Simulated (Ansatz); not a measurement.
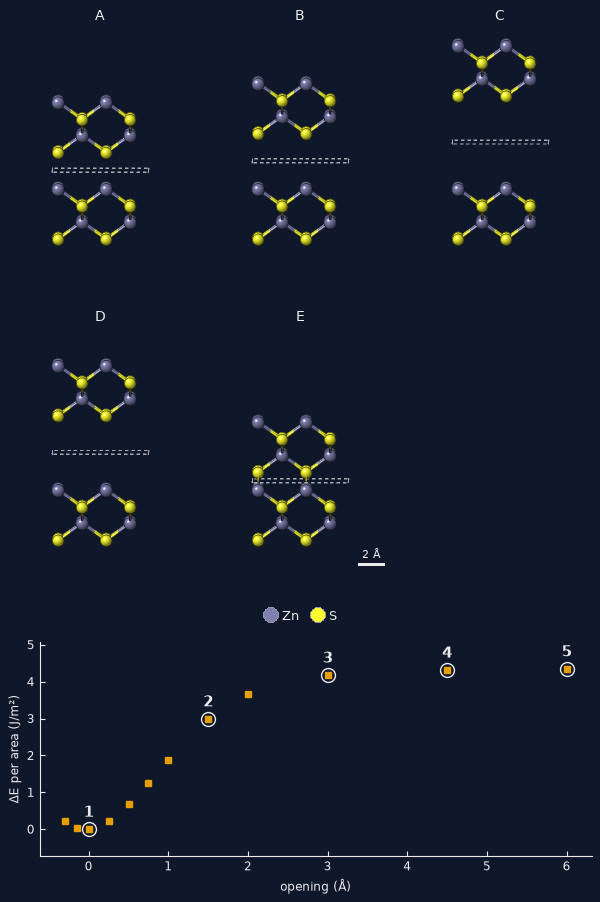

A scan of crystalline ZnS (F-43m): the crystal is pulled apart rigidly along the normal of the (0 −1 0) plane of the conventional cell, at a cut between a plane of Zn below and one of S above, 1.35 Å apart. One cut stands in each cell, which starts 10.8 Å high; nothing is relaxed, and the dashed outline marks the cut. The frames are shuffled; the numbered points of the plot belong to them. The picture is a ball-and-stick view of the layers on both sides of the cut, seen from the side, nearly along the cut plane.

The calculation used Ansatz 0.2.0, DFT PBEsol, scalar-relativistic, plane waves, PAW. Settings: plane-wave cutoff 420 eV; k-point mesh 7 × 7 × 3; occupations gaussian; smearing width 0.05 eV; no spin polarisation. Energies (free energies at the smearing named) are counted from the cell as listed in its source, which wasn't relaxed.

**Which frame belongs to which numbered point?**

Point 1 is frame E (the opening 0.00 Å, 0.000 J/m²); 2 is frame A (the opening 1.50 Å, 2.993 J/m²); 3 is frame B (the opening 3.00 Å, 4.177 J/m²); 4 is frame D (the opening 4.50 Å, 4.314 J/m²); 5 is frame C (the opening 6.00 Å, 4.348 J/m²). At the widest opening, 6.00 Å, the energy has risen by 4.348 J/m², where the curve has levelled off: this is the ideal work of separation, the sum of the two unrelaxed surface energies of a slab 10.8 Å thick. The steepest rise lies between 0.75 Å and 1.00 Å, with a mean traction of about 25 GPa. Pressing the cut together by 0.30 Å costs 0.218 J/m². The band gap on the mesh, 1.96 eV in the reference, closes at 1.50 Å, 2.00 Å, 3.00 Å.
